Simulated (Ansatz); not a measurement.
# A thicker film of KI (001) from two thinner ones

In a field along its normal an insulating film takes a dipole p. Written as a length, p/(ε₀AE), it should grow by 1 − 1/ε for each ångström added.

**Method.** Ansatz 0.2.0, plane waves with PAW datasets (its set soft_2), PBE; rocksalt films relaxed at a bulk in-plane lattice constant near the measured one, then held in weak fields of both signs with a dipole correction (A is the cell's area, E the outer field).

| run | distance between the outer atoms (Å) | p/(ε₀AE) (Å) |
| --- | --- | --- |
| 3 units | 7.280 | 7.224 |
| 5 units | 14.513 | 11.892 |
| 8 units | 25.346 | ? |

**Question.** What value belongs in the row marked “?”, and how far can the other rows tell?

Two rows fix a line: slope = (11.892 − 7.224) / (14.513 − 7.280) = 0.6454, intercept 2.5254. That slope means ε = 1/(1 − 0.6454) = 2.82. At 25.346 it gives 0.6454 × 25.346 + 2.5254 = 18.884 Å, beyond the rows fitted. Rounding of the rows alone allows about ±0.003 Å there; two rows can't show whether the line holds.

The run itself gives 18.897 Å: a miss of +0.013 Å, or 0.1 % of the value. The length is met to within 1 %, though ε is more sensitive than the length: the two thickest films give ε = 2.83.

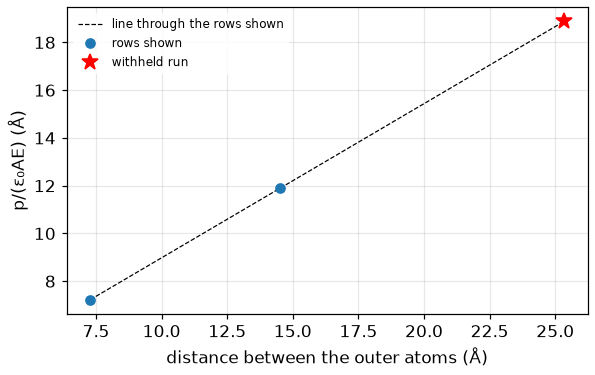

The fit and the withheld run.

**Limits.** This is the electronic response alone. A unit is one step of the cut along the normal (a plane, a pair of planes or a cell), and the layers relax along it, away from their bulk spacing where the functional's lattice constant differs from the one held.
